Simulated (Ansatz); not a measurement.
## A series of single points on Cu

System: Cu (P6₃/mmc, 4 atoms in the cell).
Method: DFT, revPBE, plane waves (420 eV) with PAW, scalar-relativistic, no spin polarisation (Ansatz 0.2.0).

The 5 runs differ only in the geometry, by an even scaling of the cell at fixed fractional positions.

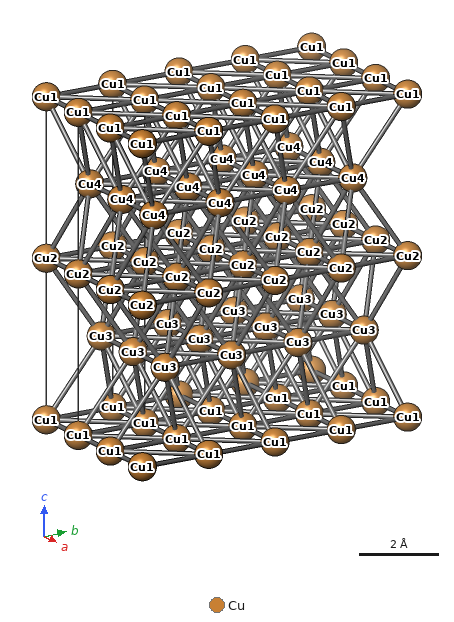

Figure 1. The structure of run 3 (ball-and-stick view of the cell of the calculation, repeated 3 × 4 × 1, seen slightly off an axis; atoms are numbered from 1 in the order of the input).

**Input of run 3**
```yaml
crystal:
  lattice:
    - [2.5547382618, 0.0, 0.0]
    - [-1.2773691309, 2.2124682348, 0.0]
    - [0.0, 0.0, 8.3416972852]
  atoms:
    - { symbol: Cu, position: [0.0, 0.0, 0.0] }
    - { symbol: Cu, position: [0.0, 0.0, 0.5] }
    - { symbol: Cu, position: [0.3333333333, 0.6666666667, 0.25] }
    - { symbol: Cu, position: [0.6666666667, 0.3333333333, 0.75] }
hamiltonian:
  xc: revpbe
  pseudopotentials:
    kind: paw
    azcp:
      Cu: "pseudopotentials/Cu.paw.azcp"
basis:
  ecutwfc: 420
  fft_grid_basis: typed
kpoints:
  mp_grid: { grid: [16, 16, 5], shift: [0, 0, 0] }
magnetization:
  spin_polarized: false
scf:
  occupations: { method: fermi_dirac, width: 0.1 }
  lower_state_search: "off"
output:
  stress: true
  write_density: true
  write_potential: true
  elf: true
  volumetric_format: npy
```

Command:
```bash
ansatz run input.yaml --threads 2 --pin off --max-ram 5120MiB --backend cpu --events-out ev --progress --plain --runs-dir out
```

Lattice vectors (Å) and fractional positions of run 3:
```
   2.554738    0.000000    0.000000
  -1.277369    2.212468    0.000000
   0.000000    0.000000    8.341697
Cu  0.000000  0.000000  0.000000
Cu  0.000000  0.000000  0.500000
Cu  0.333333  0.666667  0.250000
Cu  0.666667  0.333333  0.750000
```

Run 4 differs from it as follows:
```diff
-    - [2.5547382618, 0.0, 0.0]
-    - [-1.2773691309, 2.2124682348, 0.0]
-    - [0.0, 0.0, 8.3416972852]
+    - [2.5897390257, 0.0, 0.0]
+    - [-1.2948695129, 2.2427797854, 0.0]
+    - [0.0, 0.0, 8.4559813124]
```

**Results, with one run withheld**

| run | volume per atom (Å³) | free energy per atom, from the lowest run given (meV) | pressure (GPa) |
| --- | --- | --- | --- |
| 1 | 10.805 | 84.04 | 22.57 |
| 2 | 11.296 | 29.86 | 13.16 |
| 3 | 11.787 | 1.27 | 5.78 |
| 4 | 12.279 | ? | ? |
| 5 | 12.770 | 0.00 | −4.54 |

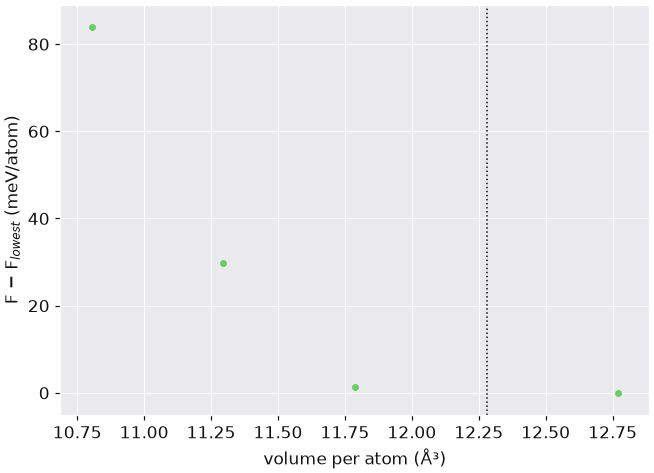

Figure 2. Free energy per atom of the runs given; the dotted line marks run 4.

Fit the runs given and predict run 4.

A quadratic polynomial in V^(−2/3) (the Birch–Murnaghan form), fitted to the 4 runs given, misses them by at most 0.25 meV per atom. With x = V^(−2/3) − 0.19484 Å⁻², it reads F = 8.0878 + 4560.2 x + 3.2858e+05 x² (meV per atom). At run 4 it gives −7.73 meV per atom, and the run itself gives −7.24. The slope of the fit gives a pressure −dF/dV of −0.02 GPa there, and the run prints 0.00 GPa. The fit has its minimum at 12.277 Å³ per atom, where V d²F/dV² gives 135 GPa. Cell shape and fractional positions are held, so this is the stiffness under even scaling; the relaxed bulk modulus wasn't computed.

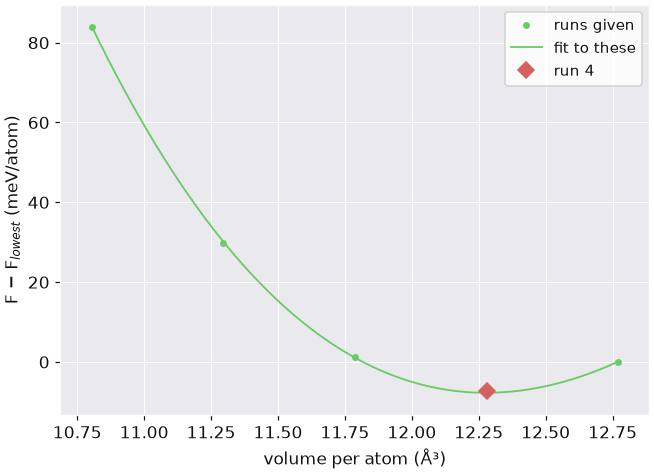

Figure 3. The fit and the withheld run.

**Output, shortened to warnings, some set-up lines, iterations and results (run 4)**
```
Basis set: ecut = 420 eV, 983 PW (Γ)
Symmetry: 24 space group operations
k-points: 90 of 1280
Initial density: superposition of atomic densities (neutral atoms: chi_scale 0, normalization atom), corrected by the library's trained network
[...]
SCF iter   1: F=—  HF=-26515.501087 eV  |F-HF|=—  |Δ(HF+E_count)|=         —  Δρ=6.75e-3  dr2=1.12e-2  ethr=1.77e-3  ⟨swp⟩=5.1  Hψ=12881  notcnv=0  defer=104
SCF iter   2: F=—  HF=-26515.499239 eV  |F-HF|=—  |Δ(HF+E_count)|=   1.85e-3  Δρ=1.03e-3  dr2=2.85e-4  ethr=1.48e-5  ⟨swp⟩=2.1  Hψ=6854  notcnv=0  defer=113
SCF iter   3: F=—  HF=-26515.499248 eV  |F-HF|=—  |Δ(HF+E_count)|=   9.24e-6  Δρ=8.23e-4  dr2=2.04e-4  ethr=3.75e-7  ⟨swp⟩=2.2  Hψ=7305  notcnv=0  defer=113
SCF iter   4: F=—  HF=-26515.499232 eV  |F-HF|=—  |Δ(HF+E_count)|=   1.58e-5  Δρ=1.04e-4  dr2=6.65e-6  ethr=2.69e-7  ⟨swp⟩=2.2  Hψ=5267  notcnv=0  defer=113
SCF iter   5: F=—  HF=-26515.499236 eV  |F-HF|=—  |Δ(HF+E_count)|=   3.96e-6  Δρ=3.93e-5  dr2=1.28e-6  ethr=8.75e-9  ⟨swp⟩=2.1  Hψ=5882  notcnv=0  defer=113
SCF iter   6: F=—  HF=-26515.499236 eV  |F-HF|=—  |Δ(HF+E_count)|=   4.83e-8  Δρ=1.52e-5  dr2=8.01e-8  ethr=1.32e-10  ⟨swp⟩=10.5  Hψ=29744  notcnv=0
SCF iter   7: F=-26515.499236 eV  HF=-26515.499236 eV  |F-HF|=1.02e-7  |Δ(HF+E_count)|=   2.73e-8  Δρ=1.36e-5  dr2=8.20e-8  ethr=1.05e-10  ⟨swp⟩=7.1  Hψ=24896  notcnv=0
SCF 1 converged in 7 iterations: F = -26515.499236 eV  dr2 = 8.20e-8
SCF converged after 7 iterations
Free energy (F): -26515.499236 eV
Harris-Foulkes:  -26515.499236 eV  (|F-HF|=1.02e-7)
Internal energy: -26515.453776 eV  (E = F + TS)
E sigma→0 (E₀):  -26515.476506 eV
Entropy (-TS):   -0.045460 eV (-11.365 meV/atom)
Fermi energy:    16.024173 eV
--- Per-component energies (eV) ---
  E_band       = -1485.336152
  E_kinetic    = 1197.266539
  E_local      = -16489.715571  (includes V_loc(G=0)·N_el)
  E_nonlocal   = 1560.368453
  E_hartree    = 7258.484462
  E_xc         = -357.082434
  E_vxc        = -460.225090  (∫ρ·V_xc dr)
  E_paw        = -6668.849104  (= ΣΔE_a)
  E_vpaw       = -1810.003348  (= ΣTr[D̂ρ^β])
  E_aug_tail   = 0.001130  (compensation charges beyond the density's cutoff)
  E_ewald      = -13015.807440
  E_core_change = -0.119813  (= ΣΔE_core)
  E_smearing   = -0.045460  (= −TS)
  E_closure    = -0.000000  (closes the sum)
  Σ components = -26515.499236   (vs F -26515.499236, Δ=0.00e0)
--- Stress (GPa, compression-positive) ---
       -0.031177      -0.000000       0.000000
       -0.000000      -0.031177       0.000000
        0.000000       0.000000       0.053851
  P = ⅓ Tr σ = -0.0028 GPa (-0.028 kbar)
```
